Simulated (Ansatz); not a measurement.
## What a change does: single-point calculation on W$_{3}$Si

System: W$_{3}$Si (Cmcm, 8 atoms in the cell).
Method of the first run: DFT PBEsol, scalar-relativistic, plane waves, PAW, no spin polarisation (Ansatz 0.2.0).

The structure derives from a Materials Project entry. Text and figures count atoms from 1; the logs count them from 0 in places.

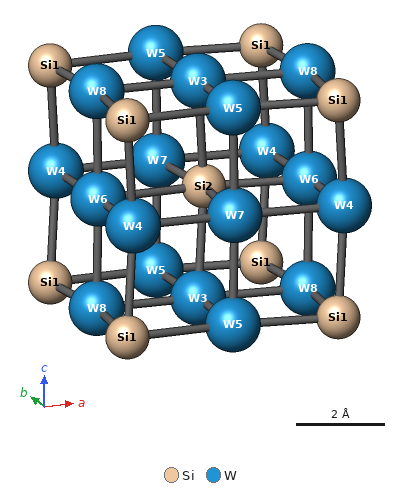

**Figure 1.** The structure as given in the input (ball-and-stick view of the cell of the calculation, seen slightly off an axis; atoms are numbered from 1 in the order of the input). An atom can appear more than once, as a periodic image. Near neighbours in the periodic cell (some may lie outside the picture): Si has 6 W at 2.50 to 2.67 Å; W has 2 Si at 2.50 to 2.67 Å and 4 W at 2.50 to 2.65 Å.

## Input file, the first run
```yaml
crystal:
  lattice:
    - [0.0, -5.1543905733, 0.0]
    - [-5.1543905733, 0.0, 0.0]
    - [0.0, 0.0, -5.1543905733]
  atoms:
    - { symbol: Si, position: [-0.0356681863, -0.0356681863, 0.0] }
    - { symbol: Si, position: [0.5356681863, 0.5356681863, 0.5] }
    - { symbol: W, position: [0.4927290306, 0.4927290306, 0.0] }
    - { symbol: W, position: [1.0072709694, 1.0072709694, 0.5] }
    - { symbol: W, position: [0.4803645292, 0.0072709694, 0.0] }
    - { symbol: W, position: [0.0196354708, 0.4927290306, 0.5] }
    - { symbol: W, position: [0.4927290306, 0.0196354708, 0.5] }
    - { symbol: W, position: [0.0072709694, 0.4803645292, 0.0] }
basis:
  ecutwfc: 420
kpoints:
  mp_grid: { grid: [10, 10, 10] }
hamiltonian:
  xc: pbesol
scf:
  occupations: { method: gaussian, width: 0.15 }
output:
  forces: true
  stress: true
  eigenvalues: true
```

Command:
```bash
ansatz run input.yaml --threads 2 --pin off --max-ram 5120MiB --backend cpu --events-out ev --progress --plain --runs-dir out
```

Hardware: 2 threads of Intel Xeon @ 2.50GHz (Skylake/Cascade Lake), 189 GiB of memory available, shared host.

## Output, shortened to warnings, some set-up lines, iterations and results (the first run)
```
Basis set: ecut = 420 eV, 2721 PW (Γ), exchange–correlation on 72×72×72 points (8 copies of the dense FFT grid, shifted against one another)
Symmetry: 8 space group operations
k-points: 186 of 1000
Initial density: superposition of atomic densities (neutral atoms: chi_scale 0, normalization atom), corrected by the library's trained network
[...]
SCF iter   1: F=—  HF=-62772.079429 eV  |F-HF|=—  |Δ(HF+E_count)|=         —  Δρ=6.29e-3  dr2=3.90e-2  ethr=1.77e-3  ⟨swp⟩=5.5  Hψ=39845  notcnv=0
SCF iter   2: F=—  HF=-62772.071944 eV  |F-HF|=—  |Δ(HF+E_count)|=   7.48e-3  Δρ=3.55e-3  dr2=1.30e-2  ethr=4.23e-5  ⟨swp⟩=1.0  Hψ=12147  notcnv=0
SCF iter   3: F=—  HF=-62772.068808 eV  |F-HF|=—  |Δ(HF+E_count)|=   3.14e-3  Δρ=3.32e-4  dr2=1.93e-4  ethr=1.41e-5  ⟨swp⟩=2.0  Hψ=14157  notcnv=0
SCF iter   4: F=—  HF=-62772.068775 eV  |F-HF|=—  |Δ(HF+E_count)|=   3.31e-5  Δρ=6.57e-5  dr2=8.75e-6  ethr=2.09e-7  ⟨swp⟩=2.0  Hψ=14496  notcnv=0
SCF iter   5: F=—  HF=-62772.068693 eV  |F-HF|=—  |Δ(HF+E_count)|=   8.17e-5  Δρ=2.02e-5  dr2=8.29e-7  ethr=9.51e-9  ⟨swp⟩=2.5  Hψ=18187  notcnv=0
SCF iter   6: F=-62772.068693 eV  HF=-62772.068693 eV  |F-HF|=2.36e-8  |Δ(HF+E_count)|=   1.68e-7  Δρ=4.80e-6  dr2=4.52e-8  ethr=1.09e-10  ⟨swp⟩=9.6  Hψ=41525  notcnv=0
SCF 1 converged in 6 iterations: F = -62772.068693 eV  dr2 = 4.52e-8
SCF converged after 6 iterations
Free energy (F): -62772.068693 eV
Harris-Foulkes:  -62772.068693 eV  (|F-HF|=2.36e-8)
Internal energy: -62771.982901 eV  (E = F + TS)
E sigma→0 (E₀):  -62772.025797 eV
Entropy (-TS):   -0.085792 eV (-10.724 meV/atom)
Fermi energy:    17.235036 eV
--- Per-component energies (eV) ---
  E_band       = -817.301109
  E_kinetic    = 2781.363217
  E_local      = -5275.669953  (includes V_loc(G=0)·N_el)
  E_nonlocal   = 86.426595
  E_hartree    = 1939.976321
  E_xc         = -1695.144436
  E_vxc        = -1518.635575  (∫ρ·V_xc dr)
  E_paw        = -51617.432612  (= ΣΔE_a)
  E_vpaw       = -770.745598  (= ΣTr[D̂ρ^β])
  E_aug_tail   = -0.000371  (compensation charges beyond the density's cutoff)
  E_ewald      = -8992.895535
  E_core_change = 1.393874  (= ΣΔE_core)
  E_smearing   = -0.085792  (= −TS)
  E_closure    = 0.000000  (closes the sum)
  Σ components = -62772.068693   (vs F -62772.068693, Δ=0.00e0)
--- Forces (eV/Å), atoms counted from 1 ---
  atom   1  Si     0.25657023     0.25657023     0.00000000
  atom   2  Si    -0.25657023    -0.25657023     0.00000000
  atom   3  W      0.29425545     0.29425545     0.00000000
  atom   4  W     -0.29425545    -0.29425545     0.00000000
  atom   5  W     -0.20239121     1.74632784     0.00000000
  atom   6  W      0.20239121    -1.74632784     0.00000000
  atom   7  W     -1.74632784     0.20239121     0.00000000
  atom   8  W      1.74632784    -0.20239121     0.00000000
  max |Σ_I F_I| component: 2.22e-16 eV/Å
--- Stress (GPa, compression-positive) ---
        1.219084      -1.375459       0.000000
       -1.375459       1.219084       0.000000
        0.000000       0.000000      -1.916155
  P = ⅓ Tr σ = 0.1740 GPa (1.740 kbar)
```

The input of the second run differs as follows (lines with − go, lines with + come):
```diff
-  mp_grid: { grid: [10, 10, 10] }
+  mp_grid: { grid: [3, 3, 3] }
+  dispersion: d4
```

Predict how the results change.

The total energies belong to different models, so their difference says nothing on which is more stable or more accurate. The pressure goes from 0.17 to −4.48 GPa. The largest force goes from 1.758 to 2.255 eV/Å. The number of SCF iterations is the same. The irreducible k-points go from 186 to 8. On the same kind of shared host the second run took about 0.071 times as long.

## Output, shortened to warnings, some set-up lines, iterations and results (the second run)
```
Basis set: ecut = 420 eV, 2721 PW (Γ), exchange–correlation on 72×72×72 points (8 copies of the dense FFT grid, shifted against one another)
Symmetry: 8 space group operations
k-points: 8 of 27
Initial density: superposition of atomic densities (neutral atoms: chi_scale 0, normalization atom), corrected by the library's trained network
[...]
SCF iter   1: F=—  HF=-62775.140590 eV  |F-HF|=—  |Δ(HF+E_count)|=         —  Δρ=9.07e-3  dr2=7.87e-2  ethr=1.77e-3  ⟨swp⟩=5.2  Hψ=1692  notcnv=0
SCF iter   2: F=—  HF=-62775.124341 eV  |F-HF|=—  |Δ(HF+E_count)|=   1.62e-2  Δρ=4.95e-3  dr2=2.53e-2  ethr=8.56e-5  ⟨swp⟩=1.0  Hψ=520  notcnv=0
SCF iter   3: F=—  HF=-62775.117834 eV  |F-HF|=—  |Δ(HF+E_count)|=   6.51e-3  Δρ=4.97e-4  dr2=3.59e-4  ethr=2.75e-5  ⟨swp⟩=2.0  Hψ=608  notcnv=0
SCF iter   4: F=—  HF=-62775.117778 eV  |F-HF|=—  |Δ(HF+E_count)|=   5.57e-5  Δρ=9.06e-5  dr2=1.52e-5  ethr=3.90e-7  ⟨swp⟩=2.0  Hψ=606  notcnv=0
SCF iter   5: F=—  HF=-62775.117698 eV  |F-HF|=—  |Δ(HF+E_count)|=   7.94e-5  Δρ=2.63e-5  dr2=1.36e-6  ethr=1.65e-8  ⟨swp⟩=2.0  Hψ=603  notcnv=0
SCF iter   6: F=-62775.117698 eV  HF=-62775.117698 eV  |F-HF|=2.16e-8  |Δ(HF+E_count)|=   2.78e-7  Δρ=6.19e-6  dr2=5.84e-8  ethr=1.09e-10  ⟨swp⟩=9.1  Hψ=2044  notcnv=0
SCF 1 converged in 6 iterations: F = -62775.117698 eV  dr2 = 5.84e-8
SCF converged after 6 iterations
Free energy (F): -62775.117698 eV
Harris-Foulkes:  -62775.117698 eV  (|F-HF|=2.16e-8)
Internal energy: -62775.004375 eV  (E = F + TS)
E sigma→0 (E₀):  -62775.061037 eV
Entropy (-TS):   -0.113323 eV (-14.165 meV/atom)
Fermi energy:    17.309496 eV
--- Per-component energies (eV) ---
  E_band       = -818.177450
  E_kinetic    = 2781.084523
  E_local      = -5275.985245  (includes V_loc(G=0)·N_el)
  E_nonlocal   = 87.187479
  E_hartree    = 1939.464128
  E_xc         = -1694.968230
  E_vxc        = -1518.440896  (∫ρ·V_xc dr)
  E_paw        = -51617.558309  (= ΣΔE_a)
  E_vpaw       = -770.958111  (= ΣTr[D̂ρ^β])
  E_aug_tail   = -0.000371  (compensation charges beyond the density's cutoff)
  E_ewald      = -8992.895535
  E_disp       = -2.726689  (pairwise vdW)
  E_core_change = 1.393874  (= ΣΔE_core)
  E_smearing   = -0.113323  (= −TS)
  E_closure    = -0.000000  (closes the sum)
  Σ components = -62775.117698   (vs F -62775.117698, Δ=0.00e0)
--- Forces (eV/Å), atoms counted from 1 ---
  atom   1  Si     0.40844924     0.40844924     0.00000000
  atom   2  Si    -0.40844924    -0.40844924     0.00000000
  atom   3  W      0.56373233     0.56373233     0.00000000
  atom   4  W     -0.56373233    -0.56373233     0.00000000
  atom   5  W     -0.39335795     2.22052171     0.00000000
  atom   6  W      0.39335795    -2.22052171     0.00000000
  atom   7  W     -2.22052171     0.39335795     0.00000000
  atom   8  W      2.22052171    -0.39335795     0.00000000
  max |Σ_I F_I| component: 4.44e-16 eV/Å
--- Stress (GPa, compression-positive) ---
       -3.372944      -0.229423       0.000000
       -0.229423      -3.372944       0.000000
        0.000000       0.000000      -6.695851
  P = ⅓ Tr σ = -4.4806 GPa (-44.806 kbar)
```

## The two runs side by side

| quantity | the first run | the second run |
| --- | --- | --- |
| outcome | converged | converged |
| free energy per atom (eV) | −7846.5086 | −7846.8897 |
| energy per atom, smearing taken to zero (eV) | −7846.5032 | −7846.8826 |
| gap on the mesh (eV) | 0.00 | 0.00 |
| pressure (GPa) | 0.17 | −4.48 |
| largest force (eV/Å) | 1.758 | 2.255 |
| SCF iterations | 6 | 6 |
| irreducible k-points | 186 | 8 |
| plane waves at Γ | 2721 | 2721 |
| wall time (shared host) | 70 s | 5 s |

For both runs: Spin–orbit coupling is left out, which matters for W. For the second run: These settings are looser than, or depart from, a standard set-up, so the numbers are not reference values for this system.
